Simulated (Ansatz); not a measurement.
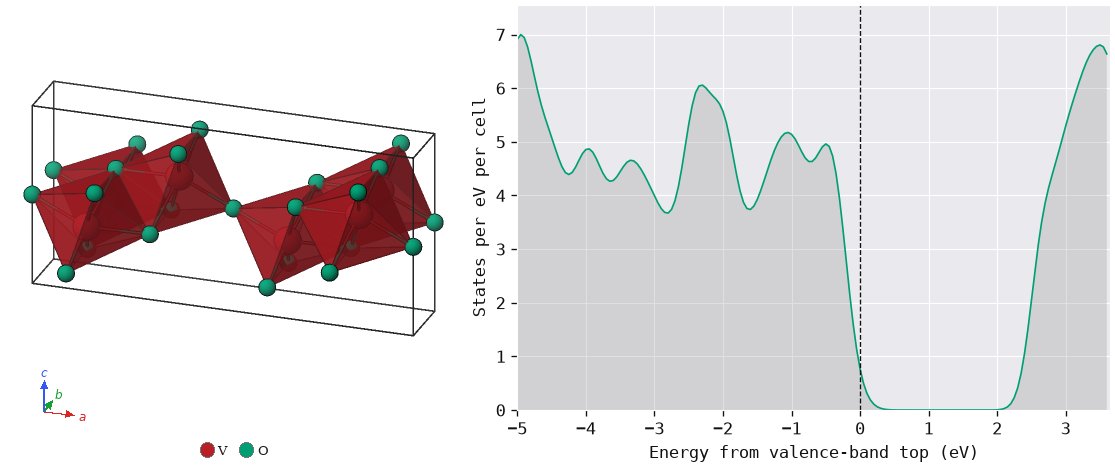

Density of states, beside the structure. Energies are counted from the top of the valence band. The curve is built from the levels of the k mesh with Gaussians 0.4 eV wide, which also blur the band edges.

System: V₂O₅, space group C2/m, 7 atoms in the cell.

```cif
data_structure
_symmetry_space_group_name_H-M 'P 1'
_symmetry_Int_Tables_number 1
_cell_length_a 5.6947
_cell_length_b 5.6947
_cell_length_c 5.1649
_cell_angle_alpha 94.716
_cell_angle_beta 94.716
_cell_angle_gamma 29.112
_cell_volume 81.19
loop_
_atom_site_label
_atom_site_type_symbol
_atom_site_fract_x
_atom_site_fract_y
_atom_site_fract_z
_atom_site_occupancy
V1 V 0.14237 0.14237 0.36110 1
V2 V 0.85763 0.85763 0.63890 1
O1 O 0.00000 0.00000 0.50000 1
O2 O 0.61658 0.61658 0.15901 1
O3 O 0.38342 0.38342 0.84099 1
O4 O 0.30854 0.30854 0.36742 1
O5 O 0.69146 0.69146 0.63258 1
```

Method: DFT, HSE06, plane waves, PAW, no spin polarisation, 6×6×4 k mesh, 420 eV cutoff (Ansatz 0.2.0).

**Metal or insulator, going by the density of states?**

There is a gap; over the k points computed it is 2.57 eV (indirect; the smallest direct gap is 2.64 eV).

The atoms aren't at rest in this cell (largest force 0.6 eV/Å), so the relaxed material can differ.
